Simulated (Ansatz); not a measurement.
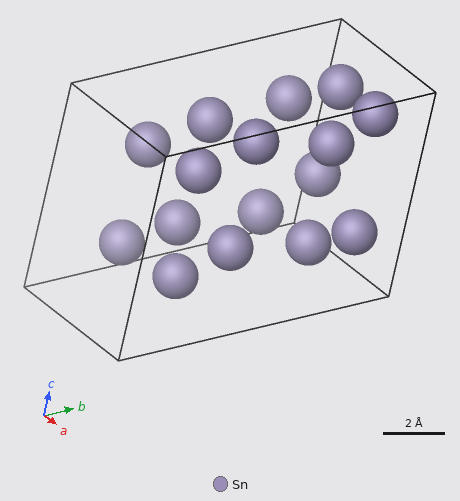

Starting frame of a dynamics run of a 16-atom cell of Sn. It starts from the last geometry of an earlier run, with fresh velocities. Style: spheres-only. Shown: the reduced simulation cell, slightly off an axis. Lengths and directions refer to the drawn axes.

Computed with Ansatz 0.2.0, DFT PBEsol, scalar-relativistic, plane waves, PAW.

Input file:
```yaml
crystal:
  lattice:
    - [-6.7934008511, -6.7934008511, 0.0]
    - [0.0, -6.7934008511, 6.7934008511]
    - [-6.7934008511, 0.0, 6.7934008511]
  atoms:
    - { symbol: Sn, position: [0.7881585071, 0.2387784899, 0.2632971483] }
    - { symbol: Sn, position: [0.2381548366, 0.238452476, 0.2302474047] }
    - { symbol: Sn, position: [0.7553423639, 0.7434840762, 0.2568381127] }
    - { symbol: Sn, position: [0.3266391918, 0.7160452459, 0.2619223695] }
    - { symbol: Sn, position: [0.7663203839, 0.242957208, 0.7710438549] }
    - { symbol: Sn, position: [0.242942168, 0.2498908522, 0.7080137571] }
    - { symbol: Sn, position: [0.741967128, 0.7493315293, 0.7356064225] }
    - { symbol: Sn, position: [0.2115824564, 0.7732835797, 0.7586009164] }
    - { symbol: Sn, position: [0.4087287027, 0.3634056538, 0.3498447772] }
    - { symbol: Sn, position: [0.8693339596, 0.3925483897, 0.3830843783] }
    - { symbol: Sn, position: [0.3572530871, 0.8918104827, 0.4025713264] }
    - { symbol: Sn, position: [0.9450787174, 0.8315247041, 0.3486748337] }
    - { symbol: Sn, position: [0.384364305, 0.4081227223, 0.8302521609] }
    - { symbol: Sn, position: [0.8491751714, 0.4064847823, 0.891726326] }
    - { symbol: Sn, position: [0.3980346253, 0.8848259623, 0.8457552296] }
    - { symbol: Sn, position: [0.8408914377, 0.8512455898, 0.883763008] }
basis:
  ecutwfc: 420
kpoints:
  mp_grid: { grid: [2, 2, 2], shift: [0.5, 0.5, 0.5] }
hamiltonian:
  xc: pbesol
scf:
  occupations: { method: fermi_dirac, width: 0.1723 }
  lower_state_search: "off"
  convergence: { dr2_threshold: 1.0e-07 }
output:
  forces: true
  stress: true
md:
  timestep: 3.0
  n_steps: 45
  ensemble: nvt_langevin
  temperature: 2000.0
  initial_velocities: maxwell_boltzmann
  seed: 68207
  friction: 0.02
```

Launched with:
```bash
ansatz run input.yaml --threads 4 --pin off --max-ram 9216MiB --backend cpu --events-out ev --progress --plain --runs-dir out
```

What does the trajectory do?

Over the second half the temperature averages 1687 K (spread ±268 K). The potential energy is still drifting at the end, so the run hasn't reached equilibrium. The potential energy in the second half lies on average 113 meV per atom above the first frame. The mean pressure there is −1.1 GPa. Root-mean-square distances from the starting positions over the second half, with the common drift of all atoms taken out: Sn 0.44 Å. The run lasts only 135 fs, too short to tell vibration from diffusion.

Along the run (each row but the first and the last is the mean over the interval that it begins):

```tsv
time (fs)	potential energy (meV/atom)	T (K)	p (GPa)
0.0	0.0	1875	-2.1
12.0	-22.7	2176	-2.2
24.0	-13.4	2247	-2.0
36.0	11.1	2155	-1.7
48.0	41.8	1827	-1.4
60.0	65.1	1844	-1.2
72.0	84.5	1657	-1.2
84.0	109.2	1505	-1.1
96.0	127.8	1394	-1.1
108.0	137.2	1676	-1.0
120.0	121.2	2008	-1.1
132.0	106.5	2153	-1.3
```

The paths of the atoms:

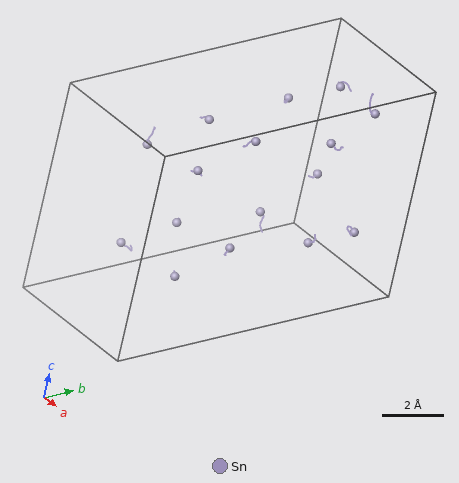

The run took 18 min on 4 threads of AMD EPYC (Zen 3), on a shared host, peak memory 2.1 GiB.
